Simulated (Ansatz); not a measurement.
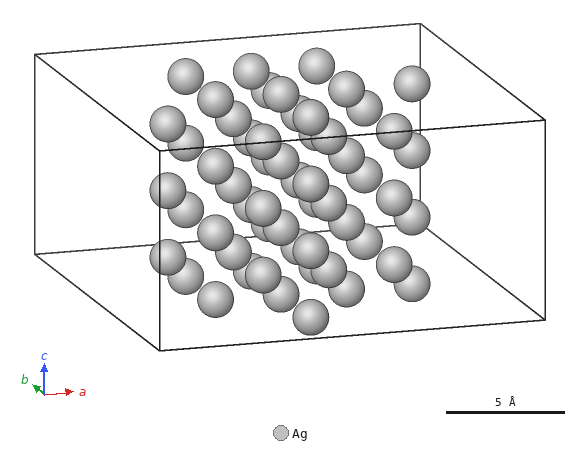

This is the input geometry for a relaxation of a wire of composition Ag. A spheres-only model of the 3 repeat of the cell, with the vacuum cut short (origin shifted), seen slightly off an axis.

Case: wire along [1 1 0], 16 atoms a period.

All numbers below come from DFT PBE, scalar-relativistic, plane waves, PAW in Ansatz.

Input
```yaml
crystal:
  lattice:
    - [19.3, 0.0, 0.0]
    - [0.0, 19.7, 0.0]
    - [0.0, 0.0, 2.932498165]
  atoms:
    - { symbol: Ag, position: [0.2340999073, 0.552629171, 1.0] }
    - { symbol: Ag, position: [0.5379857275, 0.7631458551, 0.0] }
    - { symbol: Ag, position: [0.5379857275, 0.552629171, 0.0] }
    - { symbol: Ag, position: [0.5379857275, 0.3421124869, 0.0] }
    - { symbol: Ag, position: [0.4620142725, 0.6578875131, 0.5] }
    - { symbol: Ag, position: [0.4620142725, 0.447370829, 0.5] }
    - { symbol: Ag, position: [0.4620142725, 0.2368541449, 0.5] }
    - { symbol: Ag, position: [0.7659000927, 0.447370829, 0.5] }
    - { symbol: Ag, position: [0.3100713624, 0.6578875131, 0.5] }
    - { symbol: Ag, position: [0.3100713624, 0.447370829, 0.5] }
    - { symbol: Ag, position: [0.6139571826, 0.6578875131, 0.5] }
    - { symbol: Ag, position: [0.6139571826, 0.447370829, 0.5] }
    - { symbol: Ag, position: [0.3860428174, 0.552629171, 1.0] }
    - { symbol: Ag, position: [0.3860428174, 0.3421124869, 1.0] }
    - { symbol: Ag, position: [0.6899286376, 0.552629171, 0.0] }
    - { symbol: Ag, position: [0.6899286376, 0.3421124869, 0.0] }
basis:
  ecutwfc: 420
kpoints:
  mp_grid: { grid: [1, 1, 18] }
hamiltonian:
  xc: pbe
scf:
  occupations: { method: gaussian, width: 0.05 }
output:
  forces: true
  stress: true
  eigenvalues: true
  populations: true
  write_density: true
  write_potential: true
  elf: true
  volumetric_format: npy
relax:
  adjacent_minimum: "off"
  f_tol: 0.02
  max_steps: 45
  cell: { fix: [a, b, alpha, beta, gamma], stress_tol: 0.03 }
```

Command:
```bash
ansatz run input.yaml --threads 4 --pin off --max-ram 11264MiB --backend cpu --events-out ev --progress --plain --runs-dir out
```

Where does the relaxation end?

Answer. The largest moves relative to the layer's centre, 0.19 Å, are those of Ag1 and Ag8. Along the periodic axis the drawn cell goes c 8.797 → 8.557 Å (−2.7 %). Some distances before and after: Ag3–Ag5 2.932 → 3.046 Å, Ag1–Ag13 2.932 → 2.830 Å, Ag2–Ag5 2.932 → 2.838 Å, Ag10–Ag10 2.932 → 2.852 Å. Among the angles between lasting bonds that change: Ag4–Ag7–Ag14 60.0° → 62.5°, Ag4–Ag7–Ag14 90.0° → 92.2°. Over 4 accepted moves (5 points after the start) the energy falls by 0.236 eV per cell of the calculation. The largest force component goes from 0.36 to 0.004 eV/Å. The SCF was repeated once at an unchanged geometry on a basis and grid sized afresh for the cell, which shifted the energy by 3.7 meV per cell of the calculation at most. Cost: 4.8 min on 4 threads of Intel(R) Xeon(R) Platinum 8488C (Sapphire Rapids), with other jobs on the host, peak memory 4.1 GiB.

After the run, drawn alike:

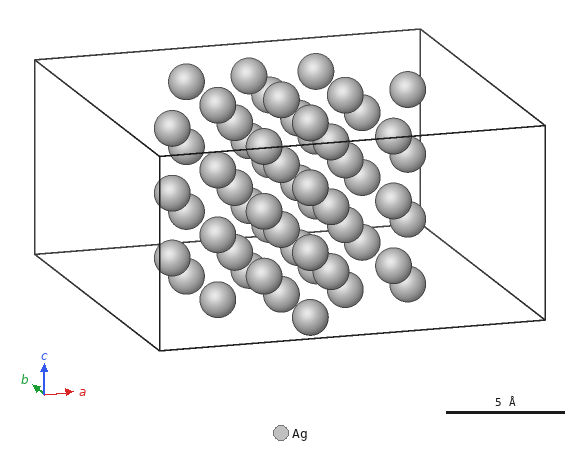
